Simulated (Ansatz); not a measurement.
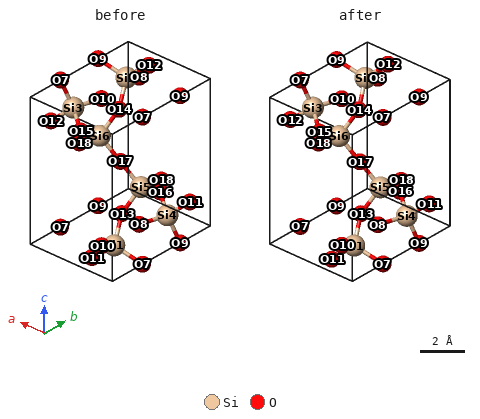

The structure of a crystal of SiO2 (set up in Pmma) before (left) and after (right) a relaxation, at one scale.

Style: ball-and-stick. Shown: the cell of the calculation, from a free direction.

Case: volume × 0.88, shape and atoms relaxed.

The calculation used Ansatz 0.2.0, DFT LDA, scalar-relativistic, plane waves, PAW. Settings: plane-wave cutoff 420 eV; k-point mesh 4 × 4 × 4; occupations gaussian; smearing width 0.02 eV; no spin polarisation; cell relaxed at fixed volume; force threshold 0.01 eV/Å; at most 30 steps.

Describe what moved and what it gained.

Answer. The energy falls by 89.3 meV per cell of the calculation in 6 accepted moves (7 points after the start). Largest force component: 0.43 eV/Å at the start, 0.00063 eV/Å at the end. The pressure goes from 13.62 to 10.54 GPa. The SCF was repeated once at an unchanged geometry on a basis and grid sized afresh for the cell, which shifted the energy by 2.0 meV per cell of the calculation at most. The largest moves relative to the cell, 0.092 Å, are those of O11 and O12. O11 goes along −c. By element the largest moves are O 0.092 Å, Si 0.021 Å. The drawn cell changes at constant volume: a 5.098 → 5.141 Å (+0.8 %), b 6.818 → 6.792 Å (−0.4 %), c 7.909 → 7.874 Å (−0.5 %). Some distances before and after: Si5–O13 1.577 → 1.592 Å, Si1–O10 1.573 → 1.584 Å, Si1–O11 1.562 → 1.571 Å, Si5–O17 1.550 → 1.557 Å. Among the angles between lasting bonds that change: Si3–O15–Si6 141.3° → 137.6°, O14–Si6–O15 115.6° → 118.5°, Si1–O7–Si3 140.1° → 138.0°. The space group stays Pmma (No. 51). Cost: 2.4 min on 4 threads of Intel(R) Xeon(R) Processor @ 2.50GHz (Skylake/Cascade Lake), with other jobs on the host, peak memory 0.94 GiB.
